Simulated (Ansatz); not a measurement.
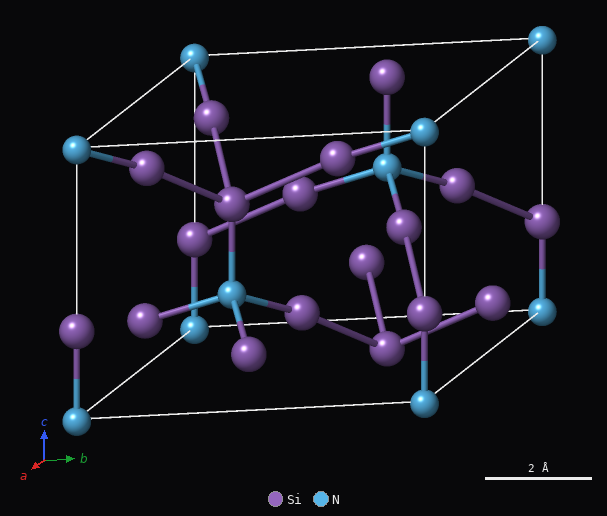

The image is a ball-and-stick drawing of a crystal, viewed slightly off an axis. The conventional unit cell is drawn as a box. Cell: a = 6.71 Å, b = 6.71 Å, c = 5.36 Å, α = 90.00°, β = 90.00°, γ = 120.00°.

The structure comes from a random cell made by a generator, so it need not be a real form of the compound. Earlier steps of the study may have refined or changed the cell and positions. An electronic-structure calculation with Ansatz was run on it.

**Explain the picture.**

Formula: Si$_{4}$N. It is rhombohedral (trigonal R), space group R3m (No. 160). The cell comprises 3 formula units: 12 Si, 3 N. The neighbours of N are four Si in a tetrahedral arrangement at about 1.8 to 1.9 Å. Si takes two kinds of site: 9b with one Si and one N in a nearly linear arrangement (about 2.4 Å to Si, 1.9 Å to N); 3a with three Si and one N in a distorted tetrahedral arrangement (about 2.4 Å to Si, 1.8 Å to N). The bonds build a three-dimensional framework.

The numbers come from DFT PBE, scalar-relativistic, plane waves, PAW in Ansatz 0.2.0, using plane-wave cutoff 420 eV, k-points about 0.13 Å⁻¹ apart, Gaussian smearing of 0.1 eV, no spin polarisation.

**How large a gap does the method give, if there is one?**

A metal: bands cross the Fermi level.

**State the Bader charges by element.**

Si +0.53 to +0.78 e; N -2.37 e.

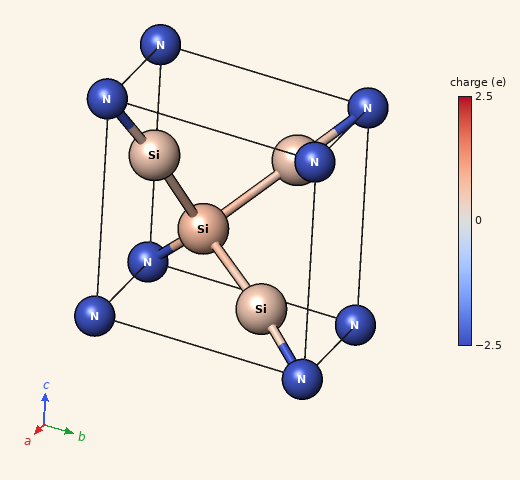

The atoms coloured by those charges. The run's cell of 5 atoms is drawn, so axes and origin can differ from the first picture.

**Do the forces and the stress vanish for this geometry?**

Yes. All forces vanish to within 0.01 eV/Å. The pressure is 0.0 GPa, close to zero.
